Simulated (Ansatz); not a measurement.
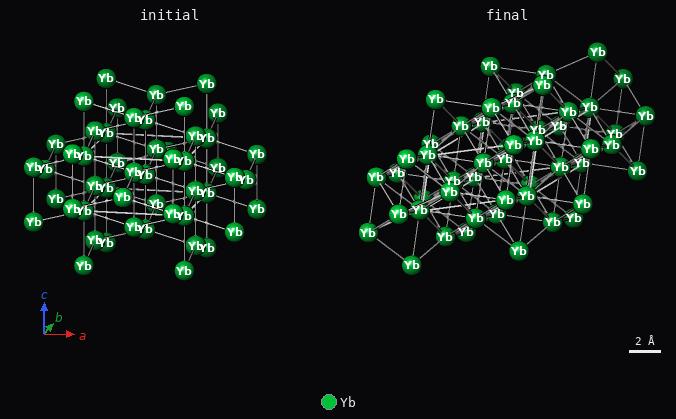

The structure of solid Yb (a generated structure, set up in I4_1/amd) before (left) and after (right) a relaxation, at one scale.

The picture is a ball-and-stick view of the conventional cell (2 times the calculation's cell), seen slightly off an axis. Lengths and directions refer to the drawn axes.

Phase: beta-Sn type.

Level of theory: Ansatz 0.2.0, DFT, BLYP, plane waves (420 eV) with PAW, scalar-relativistic. Settings: plane-wave cutoff 420 eV; k-point mesh 10 × 10 × 7; occupations fermi dirac; smearing width 0.1 eV; no spin polarisation; cell and atoms relaxed; force threshold 0.01 eV/Å; at most 60 steps.

**Summarise the run.**

The largest moves relative to the cell, 0.27 Å, are those of Yb atoms. The drawn cell changes as follows: a = b 6.822 → 7.182 Å (+5.3 %), c 3.725 → 3.736 Å (+0.3 %), α 90.0° → 75.0°, β 90.0° → 75.0°, γ 90.0° → 53.7°; the volume changes by −14.3 %. Some distances before and after: Yb–Yb 5.171 → 3.742 Å, Yb–Yb 4.409 → 3.754 Å, Yb–Yb 3.536 → 3.750 Å, Yb–Yb 3.725 → 3.736 Å. New bonds form: Yb–Yb (5.17 → 3.74 Å). Among the angles between lasting bonds that change: Yb–Yb–Yb 94.0° → 146.3°, Yb–Yb–Yb 94.0° → 59.9°, Yb–Yb–Yb 94.0° → 109.8°. The space group (tolerance 0.01 Å) goes from I4_1/amd (No. 141) to C2/c (No. 15). After 17 accepted moves (19 points after the start) the energy has fallen by 323 meV per atom. Largest force component: 0.00022 eV/Å at the start, 0.00076 eV/Å at the end. Pressure: −0.93 GPa at the start and 0.01 GPa at the end. The SCF was repeated twice at an unchanged geometry on a basis and grid sized afresh for the cell, which shifted the energy by 21.3 meV per atom at most. Cost: 3.1 min on 2 threads of Intel(R) Xeon(R) 6975P-C (Granite Rapids) (shared host), peak memory 0.73 GiB.

Limits of the set-up: 4f states are treated without a Hubbard U.
